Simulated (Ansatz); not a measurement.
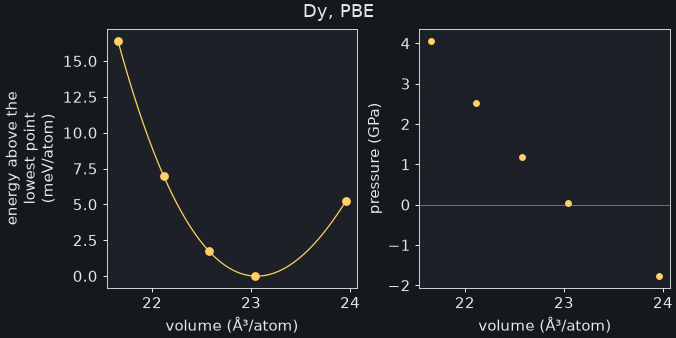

The plot gives the computed energy above the lowest point and pressure against volume for Dy, space group Fd-3m (No. 227) (one of a set of cubic test structures, which need not be the stable phase).

Method: equation of state of a cubic crystal from periodic Kohn-Sham density functional theory without spin, third-order Birch-Murnaghan fit to the free energies; pressure corrected for the finite basis (Ansatz 0.2.0 development build). Level: PBE.

```json
{"setting": "structure type", "value": "diamond"}
{"setting": "atoms in cell", "value": "2"}
{"setting": "space group number", "value": "227"}
{"setting": "lattice centring", "value": "face-centred primitive"}
{"setting": "k mesh", "value": "17×17×17"}
{"setting": "occupation method", "value": "Fermi–Dirac"}
{"setting": "occupation width", "value": "0.06123 eV"}
{"setting": "wave cutoff", "value": "700 eV"}
{"setting": "datasets", "value": "soft-1 PAW"}
{"setting": "density tolerance", "value": "1e-09 eV"}
{"setting": "bands", "value": "30"}
{"setting": "density cutoff ratio", "value": "4"}
{"setting": "search for lower states", "value": "default"}
```

Question: How stiff is the solid, and where is its volume at rest?

Answer: A third-order Birch–Murnaghan fit gives V0 = 23.06 Å³/atom, B0 = 52.6 GPa.

Question: How does the pressure vary with volume?

Answer: It falls from 4.069 GPa at volume 21.66 Å³/atom to −1.771 GPa at 23.96 Å³/atom, and changes sign near 23.06 Å³/atom.

Note: cubic model structure, not the ambient form; open f shell treated without spin.
